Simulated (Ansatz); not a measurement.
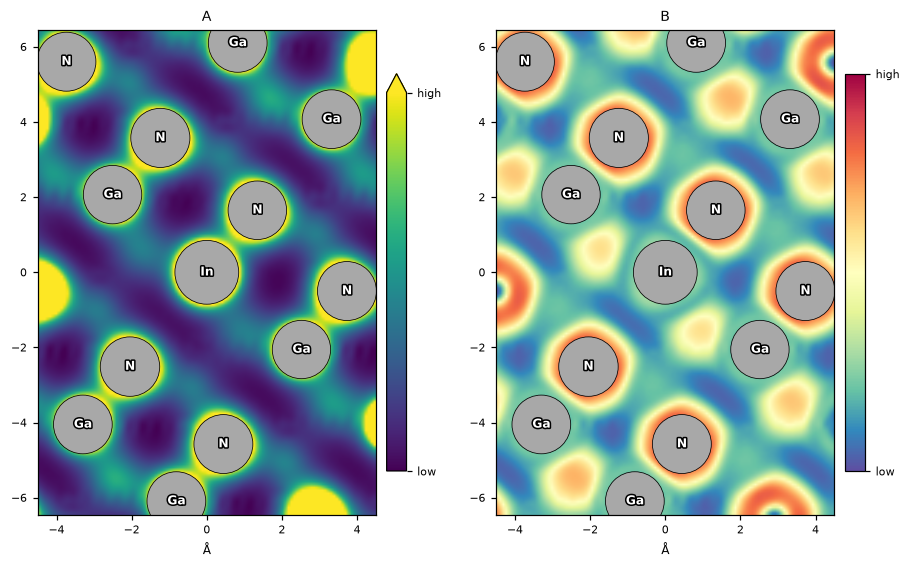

InGa$_{23}$N$_{24}$ (cell with a defect): 2 fields on the (11̄0) plane of the calculation cell, with unlabelled colour scales. Grey discs cover the atomic cores.

All numbers below come from DFT PBE, scalar-relativistic, plane waves, PAW in Ansatz.

```cif
data_structure
_symmetry_space_group_name_H-M 'P 1'
_symmetry_Int_Tables_number 1
_cell_length_a 8.3020
_cell_length_b 8.3020
_cell_length_c 8.3020
_cell_angle_alpha 84.359
_cell_angle_beta 84.359
_cell_angle_gamma 84.359
_cell_volume 564.39
loop_
_atom_site_label
_atom_site_type_symbol
_atom_site_fract_x
_atom_site_fract_y
_atom_site_fract_z
_atom_site_occupancy
In1 In 0.33241 0.66575 0.49908 1
Ga1 Ga 0.66895 0.49768 0.33010 1
Ga2 Ga 0.99689 0.83595 0.66792 1
Ga3 Ga 0.16435 0.49677 0.83561 1
Ga4 Ga 0.50261 0.83458 0.16356 1
Ga5 Ga 0.16344 0.00228 0.33101 1
Ga6 Ga 0.50125 0.33022 0.66928 1
Ga7 Ga 0.83398 0.66636 0.99873 1
Ga8 Ga 0.83207 0.16731 0.49969 1
Ga9 Ga 0.33303 0.16540 0.00064 1
Ga10 Ga 0.66652 0.99985 0.83319 1
Ga11 Ga 0.00036 0.33370 0.16703 1
Ga12 Ga 0.66974 0.83529 0.50051 1
Ga13 Ga 0.99542 0.66702 0.33116 1
Ga14 Ga 0.33385 0.00307 0.66862 1
Ga15 Ga 0.50196 0.66718 0.83641 1
Ga16 Ga 0.83311 0.00046 0.16595 1
Ga17 Ga 0.49924 0.16600 0.33343 1
Ga18 Ga 0.83266 0.50009 0.66590 1
Ga19 Ga 0.16676 0.83257 0.99933 1
Ga20 Ga 0.16450 0.32875 0.50036 1
Ga21 Ga 0.66713 0.33262 0.99978 1
Ga22 Ga 0.99928 0.16644 0.83379 1
Ga23 Ga 0.33369 0.49783 0.16209 1
N1 N 0.46779 0.80113 0.63446 1
N2 N 0.78962 0.62464 0.45832 1
N3 N 0.12580 0.95921 0.79215 1
N4 N 0.29131 0.62499 0.95629 1
N5 N 0.62588 0.95882 0.29247 1
N6 N 0.29166 0.12296 0.45797 1
N7 N 0.62548 0.45913 0.79255 1
N8 N 0.95833 0.79257 0.12349 1
N9 N 0.95683 0.29166 0.62590 1
N10 N 0.45924 0.29016 0.12500 1
N11 N 0.79197 0.12531 0.95864 1
N12 N 0.12659 0.45992 0.29325 1
N13 N 0.46824 0.62197 0.27489 1
N14 N 0.79471 0.45808 0.12334 1
N15 N 0.10822 0.80157 0.45530 1
N16 N 0.28863 0.44155 0.63490 1
N17 N 0.62841 0.79307 0.95837 1
N18 N 0.29223 0.95740 0.12565 1
N19 N 0.62407 0.29232 0.45889 1
N20 N 0.95898 0.62556 0.79073 1
N21 N 0.95667 0.12804 0.29141 1
N22 N 0.45973 0.12503 0.79507 1
N23 N 0.79170 0.96174 0.62640 1
N24 N 0.12475 0.29000 0.96137 1
```

### Match the panels to the quantities (electron localisation function and valence pseudo-density).

Panel A: valence pseudo-density. Panel B: electron localisation function. From the grid: Ga–N (1.97 Å): ρ is about 0.71 e/Å³ halfway; the ELF peaks at about 0.85 in the valence shell of N, 0.7 Å from its nucleus, and is about 0.45 at the midpoint. In–N (2.13 Å): the density is about 0.62 e/Å³ at the midpoint; the ELF peaks at about 0.85 in the valence shell of N, 0.7 Å from its nucleus, and is about 0.25 at the midpoint: no localised pair shows between them.
